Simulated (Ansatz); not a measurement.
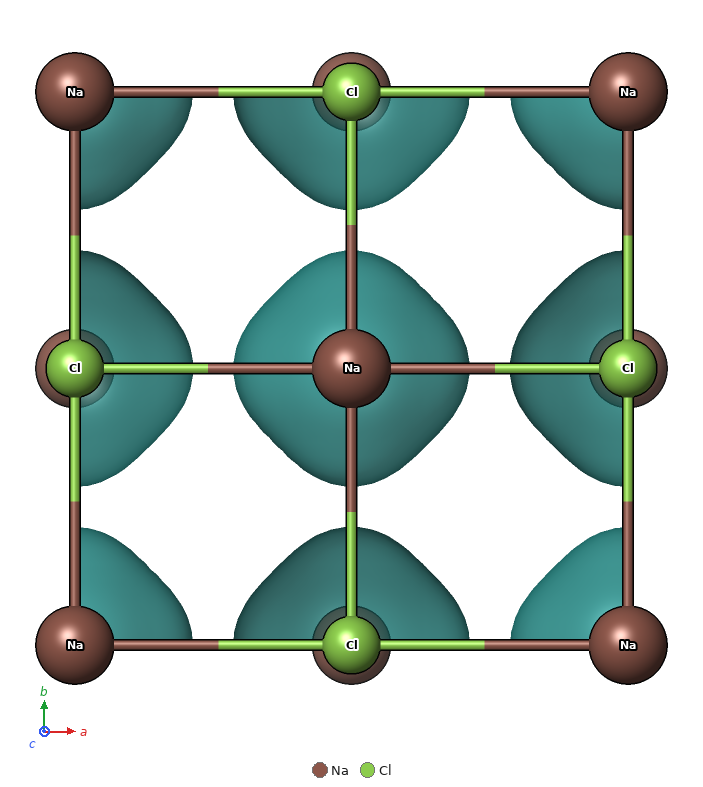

NaCl. Deformation density (self-consistent density less superposed neutral spherical atoms): teal surfaces at +0.03, none at −0.03 e/Å³, in the conventional cell seen along the c axis (the regions close to the nuclei are left out). Cores are masked to 1.0 Å (Na) and 0.7 Å (Cl).

Space group Fm-3m.

All numbers below come from DFT PBE, scalar-relativistic, plane waves, PAW in Ansatz 0.2.0.

Core electrons are frozen (PAW), so the fields are smoothed inside the atomic spheres.

Input file:

```
crystal:
  lattice:
    - [0.0, 2.81, 2.81]
    - [2.81, 0.0, 2.81]
    - [2.81, 2.81, 0.0]
  atoms:
    - { symbol: Na, position: [0.0, 0.0, 0.0] }
    - { symbol: Cl, position: [0.5, 0.5, 0.5] }
basis:
  ecutwfc: 420
  fft_grid_basis: typed
kpoints:
  mp_grid: { grid: [10, 10, 10] }
hamiltonian:
  xc: pbe
  pseudopotentials: { kind: paw }
scf:
  occupations: { method: gaussian, width: 0.05 }
output:
  forces: true
  stress: true
  eigenvalues: true
  bader: true
  write_density: true
  volumetric_format: npy
  elf: true
```

Command:

```sh
ansatz run input.yaml --threads 1 --pin off --max-ram 3072MiB --backend cpu --events-out ev --progress --plain --runs-dir out
```

The picture shows the conventional cell (a = 5.62 Å, b = 5.62 Å, c = 5.62 Å, α = 90.00°, β = 90.00°, γ = 90.00°).

### Where does charge go when the atoms form this crystal?

Cl–Na (2.81 Å): Δρ is +0.013 e/Å³ at the midpoint, so little or no bond charge builds up halfway.
- Over the whole cell, outside the masked cores, the largest gain, 0.05 e/Å³, lies 0.9 Å from a chlorine nucleus, and the largest loss lies at the edge of the masked core of Na.
- In all about 0.16 e an atom is rearranged against the free atoms.
- Bader charges: Na +0.87 and Cl −0.87 e.
